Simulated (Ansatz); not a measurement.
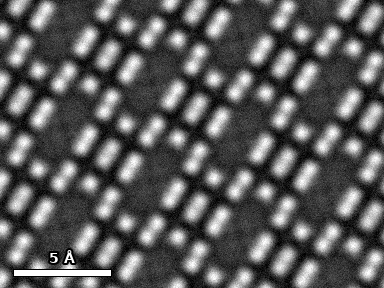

HRTEM-like image of Mo (R-3m, No. 166). Simulated in the weak-phase-object approximation with neutral-atom potentials: 200 kV, Cs = −13 µm, defocus +69 Å (negative is underfocus), defocus spread 8 Å, aperture 1.27 1/Å. Shot noise was added. Structure: coordinates from a relaxation with Ansatz 0.2.0, DFT r2SCAN, scalar-relativistic, plane waves, PAW; the starting structure was generated, so it need not be a known form of this composition.

```
CELL_PARAMETERS angstrom
5.36170 0.00000 0.00000
-2.68085 4.64337 0.00000
0.00000 0.00000 27.04784
ATOMIC_POSITIONS crystal
Mo 0.16337 0.83663 0.87951
Mo 0.16337 0.32674 0.87951
Mo 0.67326 0.83663 0.87951
Mo 0.16996 0.83004 0.78716
Mo 0.66008 0.83004 0.78716
Mo 0.16996 0.33992 0.78716
Mo 0.50103 0.49897 0.70702
Mo 0.50103 0.00206 0.70702
Mo 0.99794 0.49897 0.70702
Mo 0.83230 0.16770 0.95965
Mo 0.33540 0.16770 0.95965
Mo 0.83230 0.66460 0.95965
Mo 0.83004 0.16996 0.21284
Mo 0.83004 0.66008 0.21284
Mo 0.33992 0.16996 0.21284
Mo 0.83663 0.16337 0.12049
Mo 0.32674 0.16337 0.12049
Mo 0.83663 0.67326 0.12049
Mo 0.16770 0.83230 0.04035
Mo 0.16770 0.33540 0.04035
Mo 0.66460 0.83230 0.04035
Mo 0.49897 0.50103 0.29298
Mo 0.00206 0.50103 0.29298
Mo 0.49897 0.99794 0.29298
Mo 0.49670 0.50330 0.54617
Mo 0.49670 0.99341 0.54617
Mo 0.00659 0.50330 0.54617
Mo 0.50330 0.49670 0.45383
Mo 0.99341 0.49670 0.45383
Mo 0.50330 0.00659 0.45383
Mo 0.83436 0.16564 0.37369
Mo 0.83436 0.66873 0.37369
Mo 0.33127 0.16564 0.37369
Mo 0.16564 0.83436 0.62631
Mo 0.66873 0.83436 0.62631
Mo 0.16564 0.33127 0.62631
```

> Which beam direction gives this image, [211], [210], [100] or [101]? (Directions equivalent by symmetry count as one.)

[211]. The projected cells are 5.15 × 5.15 Å, 117° for [211]; 2.68 × 9.02 Å, 90° for [210]; 4.64 × 9.15 Å, 100° for [100]; 1.78 × 4.65 Å, 100° for [101], and the image repeats as the [211] one does.
